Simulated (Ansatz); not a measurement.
Geometry relaxation of CHSi6 (part 1 of 3)

- system: CHSi6 (slab, 8 atoms in the cell)
- method: DFT PBEsol, scalar-relativistic, plane waves, PAW, spin-polarised (Ansatz 0.2.0)

The structure derives from a Materials Project entry. The input holds or restrains some coordinates. Forces given for the steps count only the free coordinates. It belongs to a series of runs on one base structure; here: CH put at a hollow Si-Si site.

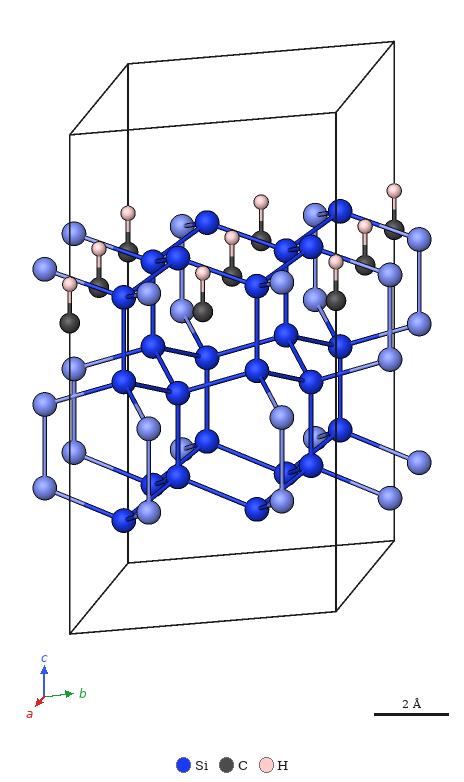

The starting structure (ball-and-stick view of the 2 × 2 repeat of the cell, with the vacuum cut short, seen slightly off an axis; neighbours outside the cell are drawn fainter). An atom can appear more than once, as a periodic image.

Results in brief:

```tsv
quantity	value
outcome	converged under the restraints of the input
electrons treated	29
free energy	−3985.7839 eV
work function, top face	4.60 eV
work function, bottom face	4.68 eV
Fermi energy	−0.477 eV
gap on the k-point mesh	none (metallic)
net moment of the cell	1.02 μB
integrated absolute moment	1.04 μB
final volume	344.89 Å³
work function (upper face)	4.60 eV
largest force (length of the vector) at the end, held atoms and coordinates included	0.587 eV/Å
hardware	1 thread of Intel Xeon (Sapphire Rapids), 64 GiB of memory available, shared host
wall time	2.8 min
peak memory	0.69 GiB
```

Notes:

Notes on the run: the exchange-correlation potential is rough where the density is thin.

Input file:
```yaml
crystal:
  lattice:
    - [3.824888353, 0.0, 0.0]
    - [-1.9124441765, 3.3124504803, 0.0]
    - [0.0, 0.0, 27.2211317404]
  atoms:
    - { symbol: Si, position: [0.6666666667, 0.3333333333, 0.3122574066] }
    - { symbol: Si, position: [0.3333333333, 0.6666666667, 0.3415299164] }
    - { symbol: Si, position: [0.3333333333, 0.6666666667, 0.4284226886] }
    - { symbol: Si, position: [0.6666666667, 0.3333333333, 0.4564202393] }
    - { symbol: Si, position: [0.6666666667, 0.3333333333, 0.5443410654] }
    - { symbol: Si, position: [0.3333333333, 0.6666666667, 0.5689762193] }
    - { symbol: C, position: [0.0, 0.0, 0.5337095005], spin: 1.0 }
    - { symbol: H, position: [0.0, 0.0, 0.5741192825] }
basis:
  ecutwfc: 420
kpoints:
  mp_grid: { grid: [9, 9, 1] }
hamiltonian:
  xc: pbesol
scf:
  occupations: { method: gaussian, width: 0.05 }
output:
  forces: true
  eigenvalues: true
  populations: true
  write_density: true
  write_potential: true
  elf: true
  volumetric_format: npy
magnetization:
  spin_polarized: true
relax:
  adjacent_minimum: "off"
  f_tol: 0.03
  max_steps: 70
  constraints: [{ sites: [0, 1, 2] }]
efield:
  axis: 3
  dipole_correction: true
  ramp_width: 0.04
```

Run as:
```bash
ansatz run input.yaml --threads 1 --pin off --max-ram 2560MiB --backend cpu --events-out ev --progress --plain --runs-dir out
```

Output:
```
Engine: ansatz 0.2.0, x86_64-unknown-linux-gnu
Pseudopotentials: kind: paw
Pseudopotential: Si, paw, valence charge 4, recommended cutoff 420 eV (normal), Si.paw.azcp
Pseudopotential: C, paw, valence charge 4, recommended cutoff 420 eV (normal), C.paw.azcp
Pseudopotential: H, paw, valence charge 1, recommended cutoff 420 eV (normal), H.paw.azcp
Functional definition: PBEsol
  exchange = pbesol_x
  correlation = pbesol_c
Crystal: 8 atoms, lattice volume = 344.885 Å³
Basis set: ecut = 420 eV, 6739 PW (Γ), exchange–correlation on 54×54×384 points (8 copies of the dense FFT grid, shifted against one another)
Bands: 23, of which v1, the nominal top of the filled ones, is band 15 counted from 1 (14 counted from 0)
Symmetry: 6 space group operations
k-points: 12 of 81 (time reversal used)
Non-local potential: Si, projectors of the file, l = 0: 2, l = 1: 2, l = 2: 2
Non-local potential: C, projectors of the file, l = 0: 2, l = 1: 2, l = 2: 1
Non-local potential: H, projectors of the file, l = 0: 2, l = 1: 1
PAW form: soft (Blöchl's): semilocal exchange-correlation on the pseudo side does not see the compensation charge
PAW frozen core: Si, regenerated for the run's functional, and the local potential with it (the file was generated under x = pbe(κ = 0.804, μ = 0.2195149727645171), c = pbe(β = 0.06672455060314922))
PAW frozen core: C, regenerated for the run's functional, and the local potential with it (the file was generated under x = pbe(κ = 0.804, μ = 0.2195149727645171), c = pbe(β = 0.06672455060314922))
PAW one-centre angular grid: Si, 110 points (default); XC on 64 Gauss nodes
PAW one-centre angular grid: C, 110 points (default); XC on 64 Gauss nodes
PAW one-centre angular grid: H, 110 points (default); XC on 64 Gauss nodes
Initial density: superposition of atomic densities (neutral atoms: chi_scale 0, normalization atom)
Starting moments: Σ|m| = 1 μB on 1 of 8 sites
Initial wavefunctions: pseudopotential atomic-orbital guess
Functional: x = pbesol(κ = 0.804, μ = 0.12345679012345678), c = pbesol(β = 0.046)
SCF iter   1: F=—  HF=-3986.690217 eV  |F-HF|=—  |Δ(HF+E_count)|=         —  Δρ=2.45e-2 (↑1.65e-2 ↓2.45e-2)  dr2=2.21e1  dr2_m=1.39e-1  M=0.336 μB ∫|m|=0.388 μB  β_m=0.30  ethr=3.10e-3  p=0.000 e·Å  D=4.00e-7 V/Å  ΔV_dip=-0.00 eV  dr2_dipole=4.12e0  V_vac-E_F(+/−)=6.80/6.80 eV  ⟨swp⟩=10.6  Hψ=4249  notcnv=0  defer=8
efield: sawtooth ramp at fractional position 0.9232 (placed from the atoms, in the widest stretch of the axis that holds none; the zero of the levels goes with the place), width 0.0400; the density the first Hamiltonian is built on has a dipole p = 0.000 e·Å; the dipole correction subtracts the counter field D = 4.00e-7 V/Å, which shifts the + side's vacuum level by -0.00 eV against the − side's; the planar-averaged density in the ramp window peaks in size at 5.9e-7 e/Å³
preconditioner: auto → none  [insulator: Δε(μ)=0.131 eV  Ē_g=8.694 eV  σ=0.050 eV  W_gap=0.58  n_scr=14 (ndim 8)  ℏωp=10.7 eV  f_vac=0.572  D(μ)=2.48/eV (n_scr^D=8)  ε∞_Penn≈2.5]
SCF iter   2: F=—  HF=-4057.098914 eV  |F-HF|=—  |Δ(HF+E_count)|=    7.04e1  Δρ=6.53e-2 (↑6.53e-2 ↓5.58e-2)  dr2=3.05e3  dr2_m=1.85e-1  M=0.102 μB ∫|m|=0.134 μB  β_m=0.30  ethr=3.10e-3  p=-1.188 e·Å  D=-6.23e-1 V/Å  ΔV_dip=16.97 eV  dr2_dipole=1.99e3  V_vac-E_F(+/−)=13.44/-3.53 eV  ⟨swp⟩=20.0  Hψ=7157  notcnv=0  defer=71  κ⁻¹=1.0e0(r=1)
preconditioner: auto → LDOS  [metal: Δε(μ)=0.036 eV  Ē_g=7.985 eV  σ=0.050 eV  W_gap=0.37  n_scr=14 (ndim 8)  ℏωp=10.7 eV  f_vac=0.581  D(μ)=5.73/eV (n_scr^D=14)]
spin=Collinear: LDOS preconditioning applied to the charge; magnetization (m = ρ↑ − ρ↓) channel mixes plain (no charge-response kernel on spin).
SCF iter   3: F=—  HF=-3985.154729 eV  |F-HF|=—  |Δ(HF+E_count)|=    7.19e1  Δρ=1.25e-2 (↑9.63e-3 ↓1.25e-2)  dr2=2.26e0  dr2_m=5.37e-2  M=0.243 μB ∫|m|=0.289 μB  β_m=0.30  ethr=3.10e-3  p=0.013 e·Å  D=6.98e-3 V/Å  ΔV_dip=-0.19 eV  dr2_dipole=1.70e-1  V_vac-E_F(+/−)=5.99/6.21 eV  ⟨swp⟩=9.8  Hψ=4173  notcnv=0  defer=63  κ⁻¹=1.5e-4(r=2)
SCF iter   4: F=—  HF=-3984.825522 eV  |F-HF|=—  |Δ(HF+E_count)|=   3.29e-1  Δρ=6.86e-3 (↑6.57e-3 ↓6.86e-3)  dr2=5.55e-1  dr2_m=3.74e-2  M=0.255 μB ∫|m|=0.306 μB  β_m=0.30  ethr=3.10e-3  p=0.018 e·Å  D=9.53e-3 V/Å  ΔV_dip=-0.26 eV  dr2_dipole=3.29e-4  V_vac-E_F(+/−)=5.46/5.74 eV  ⟨swp⟩=3.3  Hψ=1092  notcnv=0  defer=52  κ⁻¹=9.9e-6(r=3)
SCF iter   5: F=—  HF=-3984.728804 eV  |F-HF|=—  |Δ(HF+E_count)|=   9.67e-2  Δρ=3.82e-3 (↑3.82e-3 ↓2.58e-3)  dr2=9.89e-2  dr2_m=2.49e-2  M=0.363 μB ∫|m|=0.389 μB  β_m=0.30  ethr=1.91e-3  p=0.041 e·Å  D=2.17e-2 V/Å  ΔV_dip=-0.59 eV  dr2_dipole=2.74e-3  V_vac-E_F(+/−)=4.77/5.37 eV  ⟨swp⟩=3.5  Hψ=1031  notcnv=0  defer=54  κ⁻¹=8.1e-7(r=4)
SCF iter   6: F=—  HF=-3984.743431 eV  |F-HF|=—  |Δ(HF+E_count)|=   1.46e-2  Δρ=2.90e-3 (↑2.90e-3 ↓2.49e-3)  dr2=8.29e-2  dr2_m=1.98e-2  M=0.473 μB ∫|m|=0.493 μB  β_m=0.30  ethr=3.41e-4  p=0.052 e·Å  D=2.75e-2 V/Å  ΔV_dip=-0.75 eV  dr2_dipole=4.37e-4  V_vac-E_F(+/−)=4.75/5.50 eV  ⟨swp⟩=3.0  Hψ=753  notcnv=0  defer=52  κ⁻¹=5.9e-7(r=5)
SCF iter   7: F=—  HF=-3984.757297 eV  |F-HF|=—  |Δ(HF+E_count)|=   1.39e-2  Δρ=2.59e-3 (↑2.59e-3 ↓2.15e-3)  dr2=6.70e-2  dr2_m=1.54e-2  M=0.539 μB ∫|m|=0.555 μB  β_m=0.30  ethr=2.86e-4  p=0.051 e·Å  D=2.65e-2 V/Å  ΔV_dip=-0.72 eV  dr2_dipole=5.54e-4  V_vac-E_F(+/−)=4.72/5.44 eV  ⟨swp⟩=1.0  Hψ=511  notcnv=0  defer=51  κ⁻¹=8.9e-8(r=6)
SCF iter   8: F=—  HF=-3984.766740 eV  |F-HF|=—  |Δ(HF+E_count)|=   9.44e-3  Δρ=2.27e-3 (↑1.57e-3 ↓2.27e-3)  dr2=2.23e-2  dr2_m=1.11e-2  M=0.567 μB ∫|m|=0.583 μB  β_m=1.19  ethr=2.31e-4  p=0.032 e·Å  D=1.68e-2 V/Å  ΔV_dip=-0.46 eV  dr2_dipole=3.53e-3  V_vac-E_F(+/−)=4.60/5.05 eV  ⟨swp⟩=4.1  Hψ=871  notcnv=0  defer=54
Mixer restart at iter 8: flushing history
spin-set hold released at iteration 8 (site moments contracting): the magnetisation degrees of freedom join the quasi-Newton model from the next iteration; the mixer history was flushed
SCF iter   9: F=—  HF=-3984.804729 eV  |F-HF|=—  |Δ(HF+E_count)|=   3.80e-2  Δρ=1.09e-3 (↑8.92e-4 ↓1.09e-3)  dr2=1.59e-2  dr2_m=2.70e-3  M=0.726 μB ∫|m|=0.740 μB  β_m=0.41  ethr=7.68e-5  p=0.029 e·Å  D=1.51e-2 V/Å  ΔV_dip=-0.41 eV  dr2_dipole=2.68e-4  V_vac-E_F(+/−)=4.66/5.07 eV  ⟨swp⟩=3.0  Hψ=1143  notcnv=0  defer=55
density mixer auto → msr1: a metal under ldos (density of states about μ 0.89 of a free-electron gas's, 14 screened modes)
SCF iter  10: F=—  HF=-3984.807325 eV  |F-HF|=—  |Δ(HF+E_count)|=   2.60e-3  Δρ=8.50e-4 (↑7.78e-4 ↓8.50e-4)  dr2=7.01e-3  dr2_m=1.92e-3  M=0.743 μB ∫|m|=0.759 μB  β_m=0.71  ethr=5.47e-5  p=0.026 e·Å  D=1.34e-2 V/Å  ΔV_dip=-0.36 eV  dr2_dipole=8.92e-5  V_vac-E_F(+/−)=4.67/5.03 eV  ⟨swp⟩=1.0  Hψ=568  notcnv=0  defer=55
SCF iter  11: F=—  HF=-3984.815702 eV  |F-HF|=—  |Δ(HF+E_count)|=   8.38e-3  Δρ=2.26e-4 (↑1.69e-4 ↓2.26e-4)  dr2=2.82e-3  dr2_m=7.96e-5  M=0.810 μB ∫|m|=0.836 μB  β_m=0.78  ethr=2.42e-5  p=0.018 e·Å  D=9.70e-3 V/Å  ΔV_dip=-0.26 eV  dr2_dipole=8.88e-4  V_vac-E_F(+/−)=4.66/4.93 eV  ⟨swp⟩=3.4  Hψ=1020  notcnv=0  defer=57
SCF iter  12: F=—  HF=-3984.815764 eV  |F-HF|=—  |Δ(HF+E_count)|=   6.21e-5  Δρ=1.30e-4 (↑1.30e-4 ↓1.08e-4)  dr2=2.08e-3  dr2_m=2.38e-5  M=0.812 μB ∫|m|=0.841 μB  β_m=0.78  ethr=9.74e-6  p=0.018 e·Å  D=9.59e-3 V/Å  ΔV_dip=-0.26 eV  dr2_dipole=7.87e-4  V_vac-E_F(+/−)=4.67/4.93 eV  ⟨swp⟩=1.7  Hψ=699  notcnv=0  defer=55
SCF iter  13: F=—  HF=-3984.815759 eV  |F-HF|=—  |Δ(HF+E_count)|=   5.87e-6  Δρ=1.12e-4 (↑1.12e-4 ↓9.17e-5)  dr2=1.23e-3  dr2_m=1.65e-5  M=0.812 μB ∫|m|=0.842 μB  β_m=0.75  ethr=7.17e-6  p=0.017 e·Å  D=9.14e-3 V/Å  ΔV_dip=-0.25 eV  dr2_dipole=3.68e-4  V_vac-E_F(+/−)=4.67/4.92 eV  ⟨swp⟩=1.0  Hψ=512  notcnv=0  defer=55
SCF iter  14: F=—  HF=-3984.815752 eV  |F-HF|=—  |Δ(HF+E_count)|=   7.06e-6  Δρ=4.69e-5 (↑3.65e-5 ↓4.69e-5)  dr2=1.43e-4  dr2_m=2.29e-6  M=0.809 μB ∫|m|=0.838 μB  β_m=0.70  ethr=4.23e-6  p=0.017 e·Å  D=9.04e-3 V/Å  ΔV_dip=-0.25 eV  dr2_dipole=5.10e-5  V_vac-E_F(+/−)=4.67/4.91 eV  ⟨swp⟩=1.5  Hψ=598  notcnv=0  defer=55
SCF iter  15: F=—  HF=-3984.815743 eV  |F-HF|=—  |Δ(HF+E_count)|=   8.58e-6  Δρ=1.84e-5 (↑1.84e-5 ↓1.81e-5)  dr2=2.91e-6  dr2_m=7.79e-7  M=0.808 μB ∫|m|=0.838 μB  β_m=0.78  ethr=7.76e-8  p=0.017 e·Å  D=8.79e-3 V/Å  ΔV_dip=-0.24 eV  dr2_dipole=1.13e-7  V_vac-E_F(+/−)=4.67/4.91 eV  ⟨swp⟩=30.5  Hψ=8104  notcnv=0
SCF iter  16: F=—  HF=-3984.815746 eV  |F-HF|=—  |Δ(HF+E_count)|=   2.85e-6  Δρ=5.62e-6 (↑4.98e-6 ↓5.62e-6)  dr2=7.31e-7  dr2_m=4.52e-8  M=0.808 μB ∫|m|=0.839 μB  β_m=0.74  ethr=1.00e-8  p=0.017 e·Å  D=8.85e-3 V/Å  ΔV_dip=-0.24 eV  dr2_dipole=6.06e-9  V_vac-E_F(+/−)=4.67/4.91 eV  ⟨swp⟩=15.7  Hψ=5101  notcnv=0
SCF iter  17: F=-3984.815746 eV  HF=-3984.815746 eV  |F-HF|=3.84e-8  |Δ(HF+E_count)|=   7.24e-8  Δρ=1.84e-6 (↑1.84e-6 ↓1.66e-6)  dr2=7.40e-8  dr2_m=6.39e-9  M=0.808 μB ∫|m|=0.839 μB  ethr=2.52e-9  p=0.017 e·Å  D=8.84e-3 V/Å  ΔV_dip=-0.24 eV  dr2_dipole=3.54e-9  V_vac-E_F(+/−)=4.67/4.91 eV  ⟨swp⟩=11.9  Hψ=3970  notcnv=0
SCF 1 converged in 17 iterations: F = -3984.815746 eV  dr2 = 7.40e-8
  greatest PAW one-centre occupation: 0.715 electrons in one spin orbital (limit 2), on the Si atom at site 5 (counted from 0), in its partial waves of l = 0
relax step   1: F+E_penalty+E_count = -3984.81574583 eV  Δ(F+E_penalty+E_count) = +0.000e0 eV  max|allowed force component| = 2.168e0 eV/Å  Δτ_max = 0.0000 Å  (17 SCF iters, dr2 threshold 2.25e-5 eV, accepted)
Initial density: handed on by an earlier stage of this run
Starting moments: Σ|m| = 1 μB on 1 of 8 sites; this step starts from the density that it was given
Initial wavefunctions: those handed on with the density
iter 1 solved again at ethr=9.23e-4 eV; its pass at ethr=3.10e-3 eV (dr2=2.68e-1 eV) is discarded
```
